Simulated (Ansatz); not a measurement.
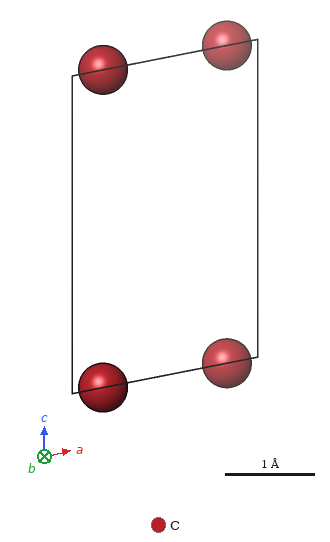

**Figure 1.** The structure of the first run (ball-and-stick view of the reduced cell, along the b axis; atoms are numbered from 1 in the order of the input). An atom can appear more than once, as a periodic image.

## What a change does: geometry relaxation on C

System: C (C2/m, 2 atoms in the cell).
Method of the first run: Kohn-Sham DFT of a periodic cell, PBE0, Ansatz PAW, no spin polarisation (Ansatz 0.2.0).

The structure derives from a Materials Project entry. Text and figures count atoms from 1; the logs count them from 0 in places.

### The input, the first run
```yaml
crystal:
  lattice:
    - [2.1273203072, -1.22828244, 0.0]
    - [2.1273203072, 1.22828244, 0.0]
    - [-1.3790696309, 0.0, 3.5028300786]
  atoms:
    - { symbol: C, position: [0.16664447, 0.16664447, 0.99990696] }
    - { symbol: C, position: [0.83335553, 0.83335553, 9.304e-05] }
hamiltonian:
  xc: pbe0
  pseudopotentials: { kind: paw }
kpoints:
  mp_grid: { grid: [7, 7, 4] }
scf:
  occupations: { method: fermi_dirac, width: 0.05 }
output:
  forces: true
  stress: true
  eigenvalues: true
relax:
  f_tol: 0.01
  max_steps: 40
  cell: { stress_tol: 0.05 }
```

Hardware: 1 × NVIDIA H100 80GB HBM3, 2 threads of AMD EPYC (Zen 3), 1656 GiB of memory available, shared host.

### Output, shortened to warnings, some set-up lines, iterations and results (the first run)
```
Basis set: ecut = 420 eV, 359 PW (Γ), exchange–correlation on 36×36×54 points (8 copies of the dense FFT grid, shifted against one another)
Symmetry: 4 space group operations
k-points: 60 of 196
Initial density: superposition of atomic densities (neutral atoms: chi_scale 0, normalization atom), corrected by the library's trained network
[...]
SCF iter   1: F=—  HF=-501.878378 eV  |F-HF|=—  |Δ(HF+E_count)|=         —  Δρ=2.68e-3  dr2=1.44e-3  ethr=1.77e-3  ⟨swp⟩=7.3  Hψ=2345  notcnv=0
SCF iter   2: F=—  HF=-501.878222 eV  |F-HF|=—  |Δ(HF+E_count)|=   1.56e-4  Δρ=1.03e-3  dr2=1.16e-4  ethr=1.44e-6  ⟨swp⟩=2.2  Hψ=1743  notcnv=0
SCF iter   3: F=—  HF=-501.878327 eV  |F-HF|=—  |Δ(HF+E_count)|=   1.05e-4  Δρ=2.82e-4  dr2=3.00e-6  ethr=1.44e-6  ⟨swp⟩=3.0  Hψ=906  notcnv=0
SCF iter   4: F=—  HF=-501.878341 eV  |F-HF|=—  |Δ(HF+E_count)|=   1.35e-5  Δρ=1.59e-5  dr2=1.57e-8  ethr=3.75e-8  ⟨swp⟩=3.0  Hψ=957  notcnv=0
SCF iter   5: F=—  HF=-501.878341 eV  |F-HF|=—  |Δ(HF+E_count)|=   3.39e-8  Δρ=1.99e-6  dr2=1.84e-10  ethr=1.96e-10  ⟨swp⟩=3.2  Hψ=940  notcnv=0
[... 314 lines ...]
SCF 56 converged in 5 iterations: F = -502.013789 eV  dr2 = 8.73e-13
SCF iter   1: F=—  HF=-502.013789 eV  |F-HF|=—  |Δ(HF+E_count)|=         —  Δρ=5.81e-7  dr2=4.56e-11  ethr=2.01e-10  ⟨swp⟩=6.6  Hψ=1582  notcnv=0
SCF iter   2: F=-502.013789 eV  HF=-502.013789 eV  |F-HF|=1.25e-12  |Δ(HF+E_count)|=  2.84e-12  Δρ=1.70e-7  dr2=2.16e-12  ethr=1.00e-12  ⟨swp⟩=2.3  Hψ=738  notcnv=0
SCF 57 converged in 2 iterations: F = -502.013789 eV  dr2 = 2.16e-12
relax step  21: F+E_penalty+E_count = -502.01378947 eV  Δ(F+E_penalty+E_count) = -4.151e-4 eV  max|allowed force component| = 1.848e-4 eV/Å  Δτ_max = 0.0000 Å  P = +0.007 GPa …
basis re-selected at this cell: Δ(F+E_penalty+E_count) = -4.151e-4 eV, ΔP = +0.006 GPa vs the last step (what re-selecting the basis moved, of the pressure what is left beyond the Pulay correction that the steps carried, after the strain that the cell walked since its last selection, with what the …
hybrid SCF converged: 2 outer / 7 inner (+0 warm-up), last move |dexx| = 1.64e-11 eV, tail = 4.73e-12 eV
Stability not checked: this state was not tested for a lower state beside it, because the functional holds exact exchange (a hybrid, or Hartree-Fock), whose exchange loop this test does not read (fock_operator; see scf.lower_state_search)
Free energy (F): -502.013789 eV
Frozen-core exchange: fock
Harris-Foulkes:  -502.013789 eV  (|F-HF|=1.25e-12)
Internal energy: -502.013789 eV  (E = F + TS)
E sigma→0 (E₀):  -502.013789 eV
Fermi energy:    5.043779 eV
--- Per-component energies (eV) ---
  E_band       = -48.751856
  E_kinetic    = 182.217620
  E_local      = -430.881061  (includes V_loc(G=0)·N_el)
  E_nonlocal   = 53.869886
  E_hartree    = 146.694570
  E_xc         = -74.544212
  E_vxc        = -92.219569  (∫ρ·V_xc dr)
  E_exx        = -21.350103  (= α·E_x^exact, valence–valence)
  E_paw        = -199.045855  (= ΣΔE_a)
  E_vpaw       = -12.427675  (= ΣTr[D̂ρ^β])
  E_aug_tail   = 0.000016  (compensation charges beyond the density's cutoff)
  E_ewald      = -158.940261
  E_core_change = -0.034390  (= ΣΔE_core)
  E_smearing   = -0.000000  (= −TS)
  E_closure    = 0.000000  (closes the sum)
  Σ components = -502.013789   (vs F -502.013789, Δ=0.00e0)
--- Forces (eV/Å), atoms counted from 1 ---
  atom   1  C     -0.00005906     0.00000000    -0.00018484
  atom   2  C      0.00005906     0.00000000     0.00018484
  max |Σ_I F_I| component: 0.00e0 eV/Å
--- Stress (GPa, compression-positive) ---
       -0.007754       0.000000      -0.000189
        0.000000      -0.010224       0.000000
       -0.000189       0.000000       0.038169
  P = ⅓ Tr σ = 0.0067 GPa (0.067 kbar)
--- Relaxed structure (15 steps of the walk, 15 accepted, 6 SCFs on fresh bases) ---
  F+E_penalty+E_count = -502.01378947 eV   max|allowed force component| = 1.848e-4 eV/Å   (the final SCF, on the basis selected at the relaxed cell)
  cell:  # Å, volume = 21.3869 Å³
    - [2.120875859469834, -1.2244893894212885, -0.005233564407088629]
[...]
```

For the second run the input was changed thus:
```diff
-  xc: pbe0
+  xc: hf
```

Predict how the results change.

The total energies belong to different methods, so their difference says nothing on which is more stable or more accurate. The gap on the mesh goes from 4.02 to 7.92 eV. The volume per atom goes from 10.69 to 12.37 Å³. The functional changes from PBE0 to hf. On the same kind of shared host the second run took about 1.4 times as long.

### Output, shortened to warnings, some set-up lines, iterations and results (the second run)
```
Basis set: ecut = 420 eV, 359 PW (Γ)
Symmetry: 4 space group operations
k-points: 60 of 196
Initial density: superposition of atomic densities (neutral atoms: chi_scale 0, normalization atom), corrected by the library's trained network
[...]
SCF iter   1: F=—  HF=-490.408094 eV  |F-HF|=—  |Δ(HF+E_count)|=         —  Δρ=8.80e-3  dr2=1.02e-2  ethr=1.77e-3  ⟨swp⟩=7.3  Hψ=2344  notcnv=0
SCF iter   2: F=—  HF=-490.404627 eV  |F-HF|=—  |Δ(HF+E_count)|=   3.47e-3  Δρ=2.98e-3  dr2=8.94e-4  ethr=1.14e-5  ⟨swp⟩=2.1  Hψ=1865  notcnv=0
SCF iter   3: F=—  HF=-490.404511 eV  |F-HF|=—  |Δ(HF+E_count)|=   1.16e-4  Δρ=5.26e-4  dr2=2.26e-5  ethr=1.12e-5  ⟨swp⟩=2.7  Hψ=785  notcnv=0
SCF iter   4: F=—  HF=-490.404526 eV  |F-HF|=—  |Δ(HF+E_count)|=   1.53e-5  Δρ=4.13e-5  dr2=1.12e-7  ethr=2.82e-7  ⟨swp⟩=3.0  Hψ=1064  notcnv=0
SCF iter   5: F=—  HF=-490.404526 eV  |F-HF|=—  |Δ(HF+E_count)|=   1.40e-7  Δρ=7.99e-6  dr2=4.10e-9  ethr=1.40e-9  ⟨swp⟩=3.0  Hψ=900  notcnv=0
[... 570 lines ...]
SCF 107 converged in 3 iterations: F = -491.182587 eV  dr2 = 1.27e-11
SCF iter   1: F=—  HF=-491.182587 eV  |F-HF|=—  |Δ(HF+E_count)|=         —  Δρ=5.37e-7  dr2=3.14e-11  ethr=1.03e-11  ⟨swp⟩=6.2  Hψ=1652  notcnv=0
SCF iter   2: F=-491.182587 eV  HF=-491.182587 eV  |F-HF|=7.05e-12  |Δ(HF+E_count)|=  1.27e-11  Δρ=2.83e-7  dr2=7.31e-12  ethr=1.00e-12  ⟨swp⟩=2.5  Hψ=791  notcnv=0
SCF 108 converged in 2 iterations: F = -491.182587 eV  dr2 = 7.31e-12
relax step  27: F+E_penalty+E_count = -491.18258692 eV  Δ(F+E_penalty+E_count) = -6.253e-4 eV  max|allowed force component| = 1.262e-3 eV/Å  Δτ_max = 0.0000 Å  P = +0.010 GPa …
basis re-selected at this cell: Δ(F+E_penalty+E_count) = -6.253e-4 eV, ΔP = +0.009 GPa vs the last step (what re-selecting the basis moved, of the pressure what is left beyond the Pulay correction that the steps carried, after the strain that the cell walked since its last selection, with what the …
hybrid SCF converged: 3 outer / 10 inner (+0 warm-up), last move |dexx| = 1.72e-11 eV, tail = 1.62e-11 eV
Stability not checked: this state was not tested for a lower state beside it, because the functional holds exact exchange (a hybrid, or Hartree-Fock), whose exchange loop this test does not read (fock_operator; see scf.lower_state_search)
Free energy (F): -491.182587 eV
Frozen-core exchange: fock
Harris-Foulkes:  -491.182587 eV  (|F-HF|=7.05e-12)
Internal energy: -491.182587 eV  (E = F + TS)
E sigma→0 (E₀):  -491.182587 eV
Fermi energy:    5.034914 eV
--- Per-component energies (eV) ---
  E_band       = -94.363321
  E_kinetic    = 181.644873
  E_local      = -542.744053  (includes V_loc(G=0)·N_el)
  E_nonlocal   = 51.974270
  E_hartree    = 197.577127
  E_xc         = 0.000000
  E_vxc        = 0.000000  (∫ρ·V_xc dr)
  E_exx        = -85.780664  (= α·E_x^exact, valence–valence)
  E_paw        = -198.265907  (= ΣΔE_a)
  E_vpaw       = -8.831388  (= ΣTr[D̂ρ^β])
  E_aug_tail   = 0.000015  (compensation charges beyond the density's cutoff)
  E_ewald      = -95.467407
  E_core_change = -0.120841  (= ΣΔE_core)
  E_smearing   = -0.000000  (= −TS)
  E_closure    = 0.000000  (closes the sum)
  Σ components = -491.182587   (vs F -491.182587, Δ=-1.14e-13)
--- Forces (eV/Å), atoms counted from 1 ---
  atom   1  C     -0.00026182    -0.00000000    -0.00126201
  atom   2  C      0.00026182     0.00000000     0.00126201
  max |Σ_I F_I| component: 2.17e-19 eV/Å
--- Stress (GPa, compression-positive) ---
       -0.010002       0.000000       0.000435
        0.000000      -0.008910       0.000000
        0.000435       0.000000       0.048522
  P = ⅓ Tr σ = 0.0099 GPa (0.099 kbar)
--- Relaxed structure (20 steps of the walk, 20 accepted, 7 SCFs on fresh bases) ---
  F+E_penalty+E_count = -491.18258692 eV   max|allowed force component| = 1.262e-3 eV/Å   (the final SCF, on the basis selected at the relaxed cell)
  cell:  # Å, volume = 24.7315 Å³
    - [2.1146313125000518, -1.2208869197994678, -0.005591792635827431]
[...]
```

### The two runs side by side

```tsv
quantity	the first run	the second run
outcome	converged	converged
free energy per atom (eV)	−251.0069	−245.5913
gap on the mesh (eV)	4.02	7.92
pressure (GPa)	0.01	0.01
volume per atom (Å³)	10.69	12.37
largest force (eV/Å)	0.000	0.001
irreducible k-points	60	60
wall time (shared host)	2.7 min	3.8 min
```

For the second run: Points of doubt noted for this run: forces on files of another functional.
